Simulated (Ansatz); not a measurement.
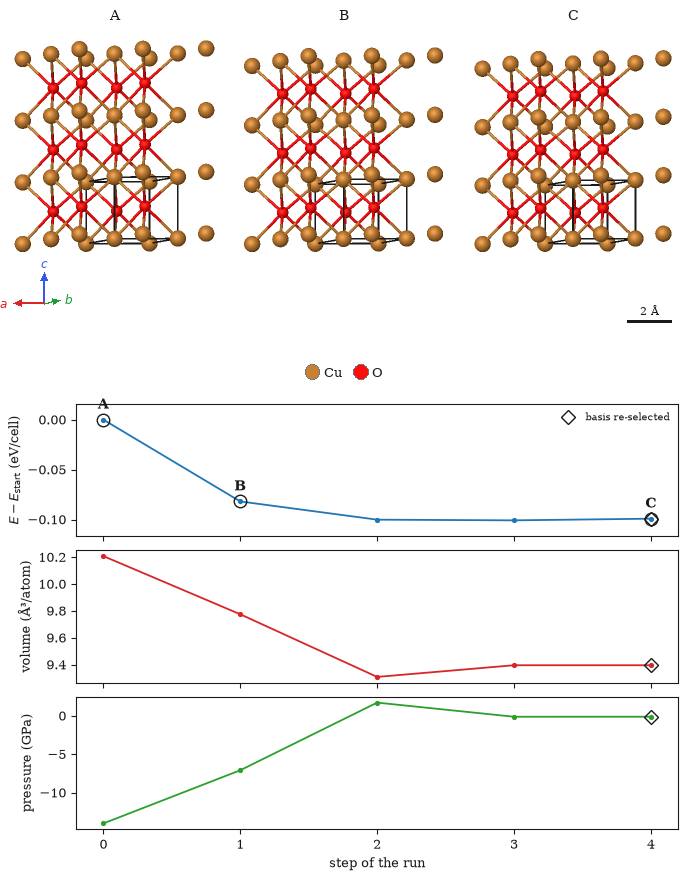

Frames of a relaxation of a crystal of CuO (built on the tungsten carbide type) (coarse preliminary run), marked on the history of the run. A ball-and-stick model of the cell of the calculation, repeated 2 × 2 × 3 with one cell outlined, seen from a free direction.

Case: tungsten carbide type (P-6m2, No. 187).

Method: DFT r2SCAN, scalar-relativistic, plane waves, PAW in Ansatz 0.2.0. Set-up: plane-wave cutoff 500 eV; k-point mesh 6 × 6 × 6; occupations gaussian; smearing width 0.1 eV; collinear spin; cell and atoms relaxed; force threshold 0.04 eV/Å; at most 70 steps.

Describe the path.

Answer. After 3 accepted moves (4 points after the start) the energy has fallen by 99.2 meV per cell of the calculation. All forces vanish by symmetry, so only the cell relaxes. Pressure: −14.00 GPa at the start and −0.12 GPa at the end. At 1 point the geometry stayed and the basis and grid were re-selected for the new cell (energy shift of 1.7 meV per cell of the calculation at most each time). The atoms keep their places relative to the cell (all moves are under 0.005 Å). The volume changes by −8.0 %, with a = b 2.891 → 2.850 Å (−1.4 %), c 2.820 → 2.672 Å (−5.2 %). Some distances before and after: Cu–O 2.185 → 2.119 Å. Among the angles between lasting bonds that change: Cu–O–Cu 80.4° → 78.2°, O–Cu–O 80.4° → 78.2°. The space group stays P-6m2 (No. 187). From step 0 to 1: volume −4.2 %, energy −81.9 meV per cell of the calculation. From step 1 to 4: volume −3.9 %, energy −17.3 meV per cell of the calculation.

```tsv
step	E − E(0), meV/atom	pressure, GPa	volume, Å³/atom	note
0	0.00	-14.00	10.207	
1	-40.96	-7.08	9.774	
2	-50.08	1.71	9.308	
3	-50.42	-0.13	9.395	
4	-49.59	-0.12	9.395	same geometry, new basis
```

Limits of the set-up: the k-point mesh is coarse for a cell with partly filled bands.
